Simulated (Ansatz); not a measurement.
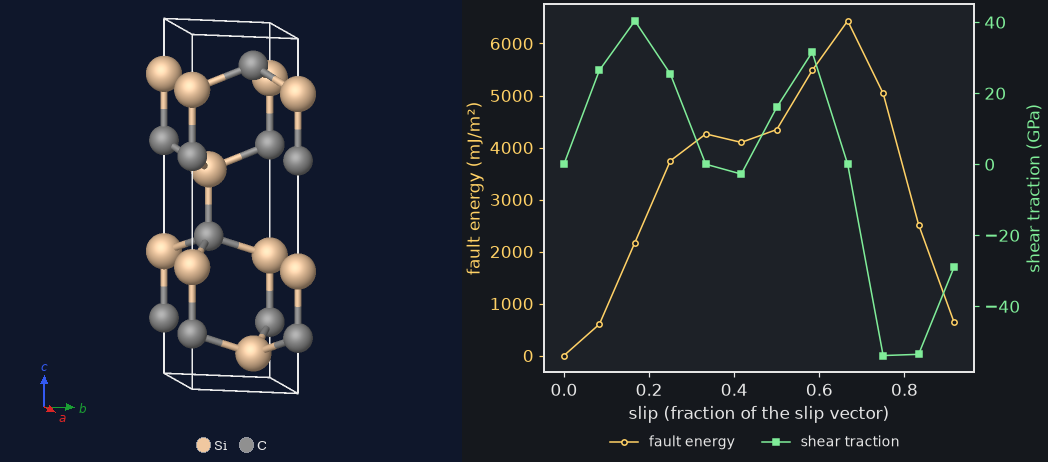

Method: rigid slide of a crystal across a plane by tilting cell vector c, one fault a cell, unrelaxed, by plane-wave density functional theory with PAW datasets, free energies less that of the undisturbed cell; scalar-relativistic (Ansatz 0.2.0). Level: r2SCAN, no spin polarisation.

```tsv
setting	value
wave cutoff	500 eV
k mesh	8×8×3
occupations	Gaussian
smearing width	0.05 eV
k shift	(0, 0, 0) (mesh steps)
start	relaxed
height of the cut	0 (fraction of cell vector c)
slip vector	(1, 1) (multiples of cell vectors a and b)
```

Structure:
```xyz
8
Lattice="-1.5388 -2.6652 0.0000 1.5388 -2.6652 0.0000 0.0000 0.0000 10.0768" Properties=species:S:1:pos:R:3 pbc="T T T"
Si    0.0000   -1.7768    5.9860
Si    0.0000   -3.5537    0.9476
Si    0.0000    0.0000    3.4673
Si    0.0000    0.0000    8.5057
C     0.0000   -1.7768    4.0912
C     0.0000   -3.5537    9.1296
C    -1.5388   -2.6652    1.5787
C    -1.5388   -2.6652    6.6171
```

**Figure.** Fault energy and shear traction against slip for SiC, space group P6_3mc (No. 186). The cell is drawn beside the plot.

The highest fault energy among the points, the barrier to rigid slip along this vector, is 6440 mJ/m² at slip 0.667; a local minimum of 4100 mJ/m² at slip 0.417 marks a metastable stacking fault. The shear traction goes from 0.00 GPa at slip 0.0000 to −28.97 GPa at 0.9167, not monotonically, with a high of 40.37 GPa at 0.1667 and a low of −53.87 GPa at 0.7500. The spacing at cut is 1.89 Å.

Caveats: odd k mesh can miss points on the zone edge.
